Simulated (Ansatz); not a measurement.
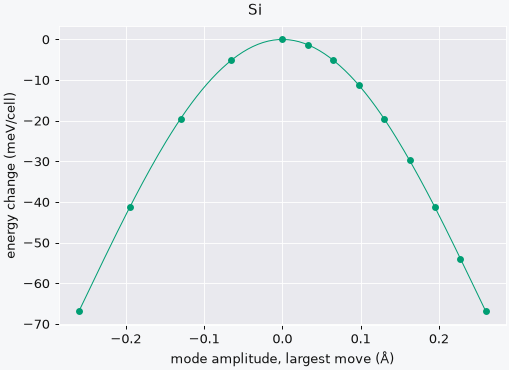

The picture above shows the energy change against mode amplitude for Si, space group P6_3/mmc (No. 194).

The given structure:
```yaml
crystal:
  lattice:
    - [2.65107, 0.00000, 0.00000]
    - [-1.32553, 2.29589, 0.00000]
    - [0.00000, 0.00000, 4.54174]
  atoms:
    - { symbol: Si, position: [0.33333, 0.66667, 0.25000] }
    - { symbol: Si, position: [0.66667, 0.33333, 0.75000] }
```

Displacement pattern for amplitude 1 (x, y, z for each atom, in the order of the cell):
```
atom      x     y     z
 Si1   1.00  0.00  0.00
 Si2  -1.00  0.00  0.00
```

Method: a normal mode of the cell frozen into a crystal at growing amplitude, by plane-wave density functional theory with PAW datasets, free energies less that of the undisturbed cell, pressure positive in compression; scalar-relativistic (Ansatz 0.2.0). Level: LDA, no spin polarisation.

wave cutoff 420 eV; k mesh 24×24×14; occupations Gaussian; smearing width 0.15 eV; k shift (0, 0, 0) (mesh steps); start relaxed.

The points at mode amplitude −0.195, −0.065, 0.13 and 0.26 follow from computed ones by symmetry.

From this curve and the settings, what does the calculation give for the force along the mode and pressure at the same points?

The force along the mode rises from −0.4056 eV/Å at mode amplitude −0.2600 Å to 0.4056 eV/Å at 0.2600 Å, and changes sign near 0.000 Å. The pressure goes from 1.383 GPa at mode amplitude −0.2600 Å to 1.383 GPa at 0.2600 Å, not monotonically, with a low of −0.043 GPa at 0.0000 Å.

```csv
"mode amplitude, largest move (Å)",force along the mode (eV/Å),pressure (GPa)
-0.2600,-0.4056,1.383
-0.1950,-0.3746,0.773
-0.1300,-0.2858,0.320
-0.0650,-0.1534,0.047
0.0000,0.0000,-0.043
0.0325,0.0790,-0.021
0.0650,0.1534,0.047
0.0975,0.2232,0.160
0.1300,0.2858,0.320
0.1625,0.3374,0.525
0.1950,0.3746,0.773
0.2275,0.3966,1.061
0.2600,0.4056,1.383
```
